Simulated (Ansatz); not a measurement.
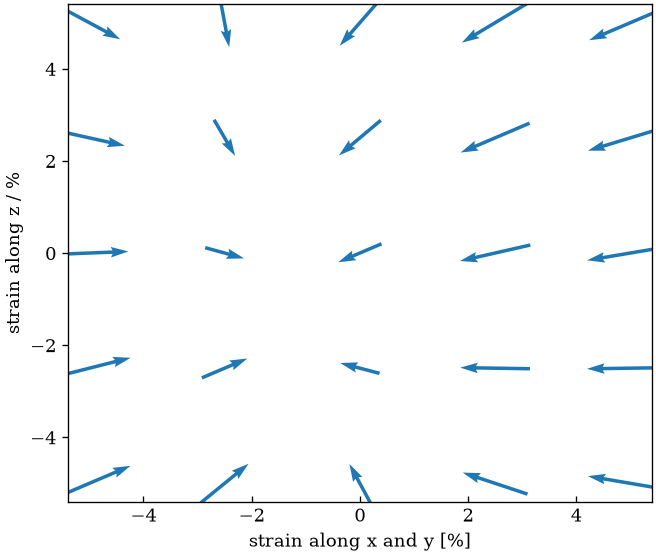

RbBr (Pm-3m, No. 221; 2 atoms in the cell). 
- The cell is strained homogeneously, by one strain along x and y and another along z, with fractional coordinates fixed (x, y and z along the cube axes).
- First axis: strain along x and y. Second axis: strain along z.
- The scan uses a 5 × 5 grid.
- Points are written as (first, second).
- The reference cell is the one listed in the database, not relaxed at this level.
- Level of theory: Ansatz, DFT PBEsol, scalar-relativistic, plane waves, PAW. Settings: cutoff 420 eV, k-mesh 6×6×6, gaussian smearing 0.05 eV, no spin polarisation.

The picture shows arrows along the force (downhill), their lengths compressed.

The arrows alone are given. Where is the energy lowest?

Answer. The arrows converge at about (−1.3 %, −1.3 %) (read from the interpolated surface).

The energy map of the same scan:

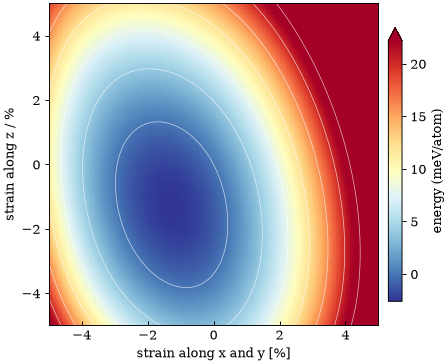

Energies are in meV/atom, from the unstrained cell; between grid points the surface is interpolated.
